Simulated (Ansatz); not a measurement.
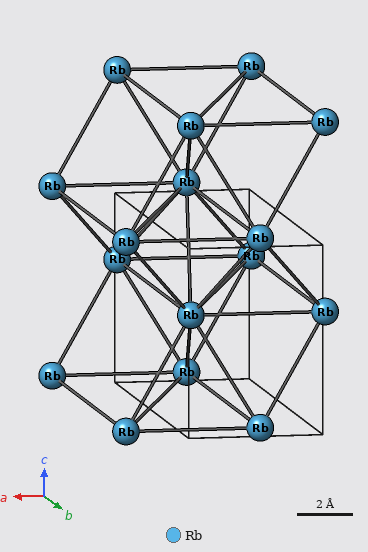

This is a crystal of Rb (set up in Cmcm). A ball-and-stick model of the cell of the calculation, reduced to other axes, repeated 2 × 2 × 2 with one cell outlined, seen from a free direction. Lengths and directions refer to the drawn axes.

All numbers below come from DFT PBEsol, scalar-relativistic, plane waves, PAW (Ansatz). Set-up: plane-wave cutoff 420 eV; k-point mesh 10 × 10 × 6; occupations gaussian; smearing width 0.1 eV; no spin polarisation.

The variant: Every rubidium atom is replaced by caesium, which gives Cs. Cell and atoms are relaxed again (to zero pressure within 0.1 GPa, forces under 0.01 eV/Å).

Input file:
```yaml
crystal:
  lattice:
    - [2.6750435302, -4.6731454725, 0.0]
    - [2.6750435302, 4.6731454725, 0.0]
    - [0.0, 0.0, 8.6644312787]
  atoms:
    - { symbol: Cs, position: [0.8349258781, 0.1650741219, 0.75] }
    - { symbol: Cs, position: [0.1650741219, 0.8349258781, 0.25] }
basis:
  ecutwfc: 420
kpoints:
  mp_grid: { grid: [10, 10, 6] }
hamiltonian:
  xc: pbesol
scf:
  occupations: { method: gaussian, width: 0.1 }
output:
  forces: true
  stress: true
  eigenvalues: true
relax:
  adjacent_minimum: "off"
  f_tol: 0.01
  max_steps: 60
  cell: { stress_tol: 0.1 }
```

**What is the effect?**

The volume per atom goes from 86.55 to 108.31 Å³. Cell: a 4.965 → 5.350 Å (+7.8 %), b 4.997 → 5.385 Å (+7.8 %), c 8.040 → 8.664 Å (+7.8 %). Volume +25.1 %. The space group stays Cmcm (No. 63). Both are metals.

The changed structure in the same view:

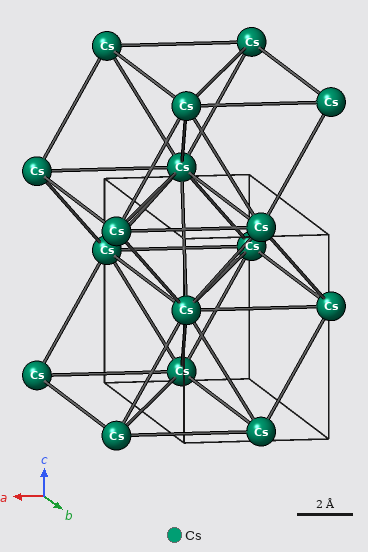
